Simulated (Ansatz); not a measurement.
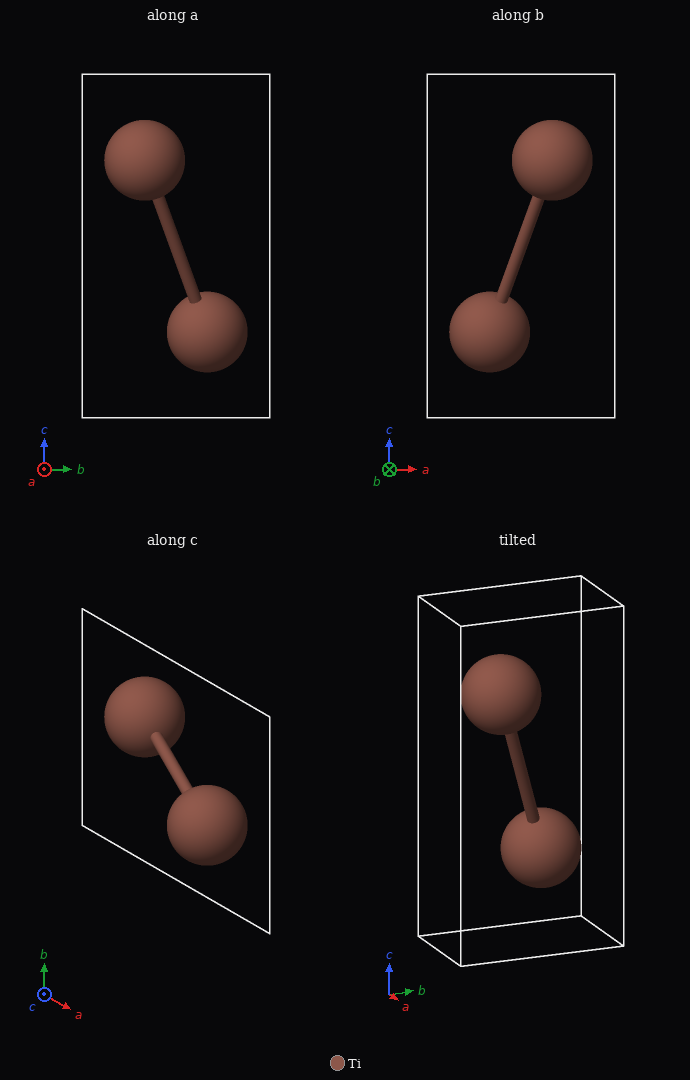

Ball-and-stick representation of a periodic structure, projected along the a axis, along the b axis, along the c axis and slightly off an axis. The outline marks the conventional unit cell.

Lattice parameters: a = 2.8978 Å, b = 2.8978 Å, c = 4.5929 Å, α = 90.000°, β = 90.000°, γ = 120.000°.

Question: Reconstruct the structure as a CIF with its space group and independent sites.

Answer:
```cif
data_structure
_symmetry_space_group_name_H-M 'P 63/m m c'
_symmetry_Int_Tables_number 194
_cell_length_a 2.8978
_cell_length_b 2.8978
_cell_length_c 4.5929
_cell_angle_alpha 90.000
_cell_angle_beta 90.000
_cell_angle_gamma 120.000
_cell_volume 33.40
loop_
_atom_site_label
_atom_site_type_symbol
_atom_site_symmetry_multiplicity
_atom_site_Wyckoff_symbol
_atom_site_fract_x
_atom_site_fract_y
_atom_site_fract_z
_atom_site_occupancy
Ti1 Ti 2 c 0.6667 0.3333 0.7500 1
```

The model was built from a structure type filled with this element by a generator (whether the element takes this form wasn't checked). Earlier steps of the study may have refined or changed the cell and positions. A calculation with Ansatz used it as input.

At this level of theory the cell isn't at rest (compressed, at 5 GPa), so its distances can differ from those at equilibrium, the more so the softer the solid.
